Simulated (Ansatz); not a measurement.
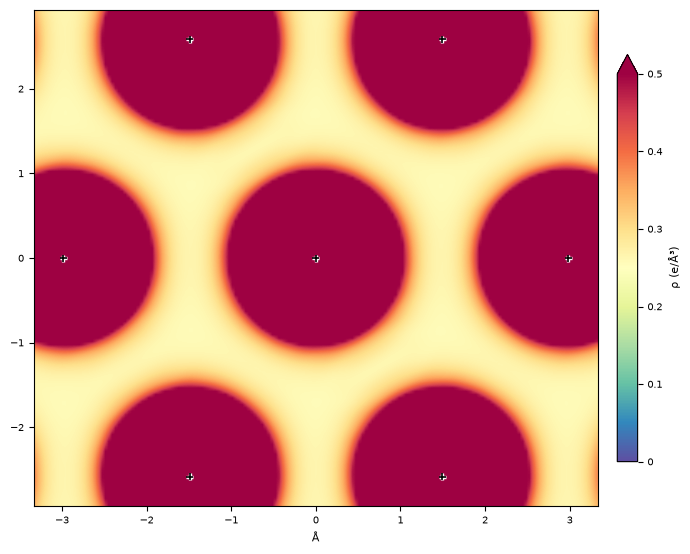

The valence electron density on a plane through atoms (crosses mark nuclei in the plane).

The calculation used DFT r2SCAN, scalar-relativistic, plane waves, PAW (Ansatz 0.2.0).

Candidates:
A. GaP, a = 3.85 Å, b = 3.85 Å, c = 5.04 Å, α = 90.00°, β = 90.00°, γ = 90.00°. Space group I-4m2; changed on purpose from its base cell (strain -0.0750 x Voigt [0, 0, 1, 0, 0, 0], atoms carried along); computed pressure about 8 GPa in this cell.
B. Ta, a = 4.22 Å, b = 4.22 Å, c = 4.22 Å, α = 90.00°, β = 90.00°, γ = 90.00°. Space group Fm-3m.

**Which candidate gave the map?**

Candidate B: Ta on the (111) plane of the conventional cell, which holds Ta. Ta–Ta (2.98 Å): the density is about 0.26 e/Å³ at the midpoint.
